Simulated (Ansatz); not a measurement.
## What a change does: geometry relaxation on Si

System: Si (2 atoms in the cell).
Method of run 1: DFT LDA, scalar-relativistic, plane waves, PAW, no spin polarisation (Ansatz 0.2.0).

The structure derives from a Materials Project entry. Text and figures count atoms from 1; the logs count them from 0 in places.

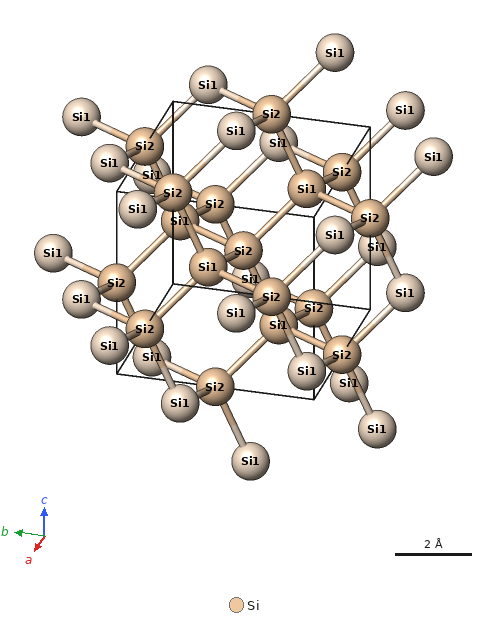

The input geometry (ball-and-stick view of the cell 4 times as large as that of the calculation, set on its symmetry axes, seen at an oblique angle; neighbours outside the cell are drawn fainter; atoms are numbered from 1 in the order of the input). Near neighbours in the crystal (not all of them lie inside the picture): Si has 4 Si at 2.34 Å.

## The input, run 1
```yaml
crystal:
  lattice:
    - [0.0, 2.700971138, 2.700971138]
    - [2.700971138, 0.0, 2.700971138]
    - [2.700971138, 2.700971138, 0.0]
  atoms:
    - { symbol: Si, position: [0.75, 0.75, 0.75] }
    - { symbol: Si, position: [0.5, 0.5, 0.5] }
basis:
  ecutwfc: 420
kpoints:
  mp_grid: { grid: [12, 12, 12] }
hamiltonian:
  xc: lda
scf:
  occupations: { method: gaussian, width: 0.02 }
output:
  forces: true
  stress: true
  eigenvalues: true
  write_density: true
  write_potential: true
  elf: true
  volumetric_format: npy
relax:
  adjacent_minimum: "off"
  f_tol: 0.005
  max_steps: 80
  cell: { stress_tol: 0.05 }
```

Launched with:
```bash
ansatz run input.yaml --threads 4 --pin off --max-ram 8192MiB --backend cpu --events-out ev --progress --plain --runs-dir out
```

Hardware: 4 threads of Intel Xeon @ 2.10GHz (Emerald Rapids), 189 GiB of memory available, shared host.

## Output, shortened to warnings, some set-up lines, iterations and results (run 1)
```
Basis set: ecut = 420 eV, 749 PW (Γ)
Symmetry: 48 space group operations
k-points: 72 of 1728
Initial density: superposition of atomic densities (neutral atoms: chi_scale 0, normalization atom), corrected by the library's trained network
[...]
SCF iter   1: F=—  HF=-1217.297308 eV  |F-HF|=—  |Δ(HF+E_count)|=         —  Δρ=4.22e-3  dr2=4.14e-3  ethr=1.77e-3  ⟨swp⟩=6.2  Hψ=5259  notcnv=0
SCF iter   2: F=—  HF=-1217.296729 eV  |F-HF|=—  |Δ(HF+E_count)|=   5.79e-4  Δρ=1.95e-3  dr2=8.67e-4  ethr=5.18e-5  ⟨swp⟩=2.3  Hψ=1378  notcnv=0
SCF iter   3: F=—  HF=-1217.296562 eV  |F-HF|=—  |Δ(HF+E_count)|=   1.67e-4  Δρ=8.93e-5  dr2=2.70e-6  ethr=1.08e-5  ⟨swp⟩=1.4  Hψ=659  notcnv=0
SCF iter   4: F=—  HF=-1217.296563 eV  |F-HF|=—  |Δ(HF+E_count)|=   5.13e-7  Δρ=2.55e-5  dr2=2.66e-7  ethr=3.37e-8  ⟨swp⟩=2.1  Hψ=863  notcnv=0
SCF iter   5: F=-1217.296563 eV  HF=-1217.296563 eV  |F-HF|=6.71e-9  |Δ(HF+E_count)|=   9.14e-8  Δρ=7.39e-6  dr2=1.59e-8  ethr=3.33e-9  ⟨swp⟩=2.0  Hψ=864  notcnv=0
SCF iter   6: F=-1217.296563 eV  HF=-1217.296563 eV  |F-HF|=1.36e-12  |Δ(HF+E_count)|=   4.72e-9  Δρ=2.25e-7  dr2=1.04e-11  ethr=1.98e-10  ⟨swp⟩=5.0  Hψ=2808  notcnv=0
SCF 1 converged in 6 iterations: F = -1217.296563 eV  dr2 = 1.04e-11
relax step   1: F+E_penalty+E_count = -1217.29656280 eV  Δ(F+E_penalty+E_count) = +0.000e0 eV  max|allowed force component| = 1.388e-17 eV/Å  Δτ_max = 0.0000 Å  P = +0.003 …
SCF iter   1: F=—  HF=-1217.296563 eV  |F-HF|=—  |Δ(HF+E_count)|=         —  Δρ=1.57e-7  dr2=2.47e-12  ethr=9.55e-8  ⟨swp⟩=3.0  Hψ=7031  notcnv=0
SCF iter   2: F=—  HF=-1217.296563 eV  |F-HF|=—  |Δ(HF+E_count)|=   4.21e-7  Δρ=1.90e-7  dr2=7.46e-12  ethr=1.00e-12  ⟨swp⟩=8.7  Hψ=3630  notcnv=0
SCF iter   3: F=-1217.296563 eV  HF=-1217.296563 eV  |F-HF|=6.82e-13  |Δ(HF+E_count)|=  4.55e-13  Δρ=1.12e-7  dr2=2.52e-12  ethr=1.00e-12  ⟨swp⟩=3.1  Hψ=2023  notcnv=0
SCF 2 converged in 3 iterations: F = -1217.296563 eV  dr2 = 2.52e-12
relax step   2: F+E_penalty+E_count = -1217.29656280 eV  Δ(F+E_penalty+E_count) = -1.592e-12 eV  max|allowed force component| = 9.252e-18 eV/Å  Δτ_max = 0.0000 Å  P = +0.003 …
basis re-selected at this cell: Δ(F+E_penalty+E_count) = -1.592e-12 eV, ΔP = +0.000 GPa vs the last step (what re-selecting the basis moved, of the pressure what is left beyond the Pulay correction that the steps carried, after the strain that the cell walked since its last selection, with what the …
SCF converged after 3 iterations
Free energy (F): -1217.296563 eV
Harris-Foulkes:  -1217.296563 eV  (|F-HF|=6.82e-13)
Internal energy: -1217.296563 eV  (E = F + TS)
E sigma→0 (E₀):  -1217.296563 eV
Fermi energy:    6.440235 eV
--- Per-component energies (eV) ---
  E_band       = 8.793743
  E_kinetic    = 81.467312
  E_local      = -55.914069  (includes V_loc(G=0)·N_el)
  E_nonlocal   = 54.268891
  E_hartree    = 14.685994
  E_xc         = -109.860571
  E_vxc        = -94.574967  (∫ρ·V_xc dr)
  E_paw        = -972.364370  (= ΣΔE_a)
  E_vpaw       = -5.825421  (= ΣTr[D̂ρ^β])
  E_aug_tail   = 0.000011  (compensation charges beyond the density's cutoff)
  E_ewald      = -229.748422
  E_core_change = 0.168661  (= ΣΔE_core)
  E_smearing   = -0.000000  (= −TS)
  E_closure    = 0.000000  (closes the sum)
  Σ components = -1217.296563   (vs F -1217.296563, Δ=0.00e0)
--- Forces (eV/Å), atoms counted from 1 ---
  atom   1  Si     0.00000000    -0.00000000     0.00000000
  atom   2  Si     0.00000000    -0.00000000     0.00000000
  max |Σ_I F_I| component: 1.85e-17 eV/Å
--- Stress (GPa, compression-positive) ---
        0.003451       0.000000       0.000000
        0.000000       0.003451      -0.000000
       -0.000000       0.000000       0.003451
  P = ⅓ Tr σ = 0.0035 GPa (0.035 kbar)
--- Relaxed structure (1 steps of the walk, 1 accepted, 1 SCFs on fresh bases) ---
  F+E_penalty+E_count = -1217.29656280 eV   max|allowed force component| = 9.252e-18 eV/Å   (the final SCF, on the basis selected at the relaxed cell)
  cell:  # Å, volume = 39.4085 Å³
    - [0.0, 2.700971138, 2.700971138]
    - [2.700971138, 0.0, 2.700971138]
    - [2.700971138, 2.700971138, 0.0]
  atoms:
    - { symbol: Si, position: [0.75, 0.75, 0.75] }
    - { symbol: Si, position: [0.49999999999999994, 0.49999999999999994, 0.49999999999999994] }
```

For run 2 the input was changed thus:
```diff
-  mp_grid: { grid: [12, 12, 12] }
+  mp_grid: { grid: [8, 8, 8] }
-  write_density: true
-  write_potential: true
-  elf: true
-  volumetric_format: npy
```

How does run 2 compare with run 1?

The free energy of run 2 is 2.1 meV per atom higher, which measures how much it depends on this numerical setting. The gap on the mesh goes from 0.44 to 0.49 eV. The number of SCF iterations is the same. The irreducible k-points go from 72 to 29.

## Output, shortened to warnings, some set-up lines, iterations and results (run 2)
```
Basis set: ecut = 420 eV, 749 PW (Γ)
Symmetry: 48 space group operations
k-points: 29 of 512
Initial density: superposition of atomic densities (neutral atoms: chi_scale 0, normalization atom), corrected by the library's trained network
[...]
SCF iter   1: F=—  HF=-1217.293141 eV  |F-HF|=—  |Δ(HF+E_count)|=         —  Δρ=4.16e-3  dr2=4.05e-3  ethr=1.77e-3  ⟨swp⟩=6.2  Hψ=2110  notcnv=0
SCF iter   2: F=—  HF=-1217.292523 eV  |F-HF|=—  |Δ(HF+E_count)|=   6.18e-4  Δρ=1.93e-3  dr2=8.42e-4  ethr=5.06e-5  ⟨swp⟩=2.3  Hψ=557  notcnv=0
SCF iter   3: F=—  HF=-1217.292356 eV  |F-HF|=—  |Δ(HF+E_count)|=   1.67e-4  Δρ=9.11e-5  dr2=2.83e-6  ethr=1.05e-5  ⟨swp⟩=1.6  Hψ=285  notcnv=0
SCF iter   4: F=—  HF=-1217.292355 eV  |F-HF|=—  |Δ(HF+E_count)|=   8.08e-7  Δρ=2.40e-5  dr2=2.42e-7  ethr=3.53e-8  ⟨swp⟩=2.1  Hψ=347  notcnv=0
SCF iter   5: F=-1217.292355 eV  HF=-1217.292355 eV  |F-HF|=5.83e-9  |Δ(HF+E_count)|=   8.45e-8  Δρ=6.67e-6  dr2=1.33e-8  ethr=3.02e-9  ⟨swp⟩=2.0  Hψ=348  notcnv=0
SCF iter   6: F=-1217.292355 eV  HF=-1217.292355 eV  |F-HF|=2.27e-13  |Δ(HF+E_count)|=   4.25e-9  Δρ=1.89e-7  dr2=7.20e-12  ethr=1.67e-10  ⟨swp⟩=2.0  Hψ=764  notcnv=0
SCF 1 converged in 6 iterations: F = -1217.292355 eV  dr2 = 7.20e-12
relax step   1: F+E_penalty+E_count = -1217.29235526 eV  Δ(F+E_penalty+E_count) = +0.000e0 eV  max|allowed force component| = 2.313e-17 eV/Å  Δτ_max = 0.0000 Å  P = +0.012 …
SCF iter   1: F=—  HF=-1217.292354 eV  |F-HF|=—  |Δ(HF+E_count)|=         —  Δρ=1.60e-7  dr2=2.32e-12  ethr=1.05e-7  ⟨swp⟩=3.0  Hψ=2826  notcnv=0
SCF iter   2: F=—  HF=-1217.292355 eV  |F-HF|=—  |Δ(HF+E_count)|=   1.53e-6  Δρ=1.66e-7  dr2=5.72e-12  ethr=1.00e-12  ⟨swp⟩=8.8  Hψ=1481  notcnv=0
SCF iter   3: F=-1217.292355 eV  HF=-1217.292355 eV  |F-HF|=2.27e-13  |Δ(HF+E_count)|=  2.27e-13  Δρ=1.04e-7  dr2=2.19e-12  ethr=1.00e-12  ⟨swp⟩=3.0  Hψ=812  notcnv=0
SCF 2 converged in 3 iterations: F = -1217.292355 eV  dr2 = 2.19e-12
relax step   2: F+E_penalty+E_count = -1217.29235526 eV  Δ(F+E_penalty+E_count) = -5.684e-12 eV  max|allowed force component| = 2.833e-17 eV/Å  Δτ_max = 0.0000 Å  P = +0.012 …
basis re-selected at this cell: Δ(F+E_penalty+E_count) = -5.684e-12 eV, ΔP = +0.000 GPa vs the last step (what re-selecting the basis moved, of the pressure what is left beyond the Pulay correction that the steps carried, after the strain that the cell walked since its last selection, with what the …
SCF converged after 3 iterations
Free energy (F): -1217.292355 eV
Harris-Foulkes:  -1217.292355 eV  (|F-HF|=2.27e-13)
Internal energy: -1217.292355 eV  (E = F + TS)
E sigma→0 (E₀):  -1217.292355 eV
Fermi energy:    6.465677 eV
--- Per-component energies (eV) ---
  E_band       = 8.809581
  E_kinetic    = 81.489063
  E_local      = -55.931842  (includes V_loc(G=0)·N_el)
  E_nonlocal   = 54.261932
  E_hartree    = 14.698965
  E_xc         = -109.860480
  E_vxc        = -94.576197  (∫ρ·V_xc dr)
  E_paw        = -972.370245  (= ΣΔE_a)
  E_vpaw       = -5.831314  (= ΣTr[D̂ρ^β])
  E_aug_tail   = 0.000011  (compensation charges beyond the density's cutoff)
  E_ewald      = -229.748422
  E_core_change = 0.168661  (= ΣΔE_core)
  E_smearing   = -0.000000  (= −TS)
  E_closure    = 0.000000  (closes the sum)
  Σ components = -1217.292355   (vs F -1217.292355, Δ=0.00e0)
--- Forces (eV/Å), atoms counted from 1 ---
  atom   1  Si     0.00000000    -0.00000000     0.00000000
  atom   2  Si     0.00000000     0.00000000    -0.00000000
  max |Σ_I F_I| component: 2.20e-17 eV/Å
--- Stress (GPa, compression-positive) ---
        0.011639      -0.000000      -0.000000
       -0.000000       0.011639      -0.000000
       -0.000000      -0.000000       0.011639
  P = ⅓ Tr σ = 0.0116 GPa (0.116 kbar)
--- Relaxed structure (1 steps of the walk, 1 accepted, 1 SCFs on fresh bases) ---
  F+E_penalty+E_count = -1217.29235526 eV   max|allowed force component| = 2.833e-17 eV/Å   (the final SCF, on the basis selected at the relaxed cell)
  cell:  # Å, volume = 39.4085 Å³
    - [0.0, 2.700971138, 2.700971138]
    - [2.700971138, 0.0, 2.700971138]
    - [2.700971138, 2.700971138, 0.0]
  atoms:
    - { symbol: Si, position: [0.75, 0.75, 0.75] }
    - { symbol: Si, position: [0.49999999999999994, 0.49999999999999994, 0.49999999999999994] }
```

## The two runs side by side

| quantity | run 1 | run 2 |
| --- | --- | --- |
| outcome | converged | converged |
| free energy per atom (eV) | −608.6483 | −608.6462 |
| gap on the mesh (eV) | 0.44 | 0.49 |
| pressure (GPa) | 0.00 | 0.01 |
| largest force (eV/Å) | 0.000 | 0.000 |
| SCF iterations | 9 | 9 |
| irreducible k-points | 72 | 29 |
| wall time (shared host) | 4.5 s | 1.8 s |

For run 2: These settings are looser than, or depart from, a standard set-up, so the numbers are not reference values for this system.
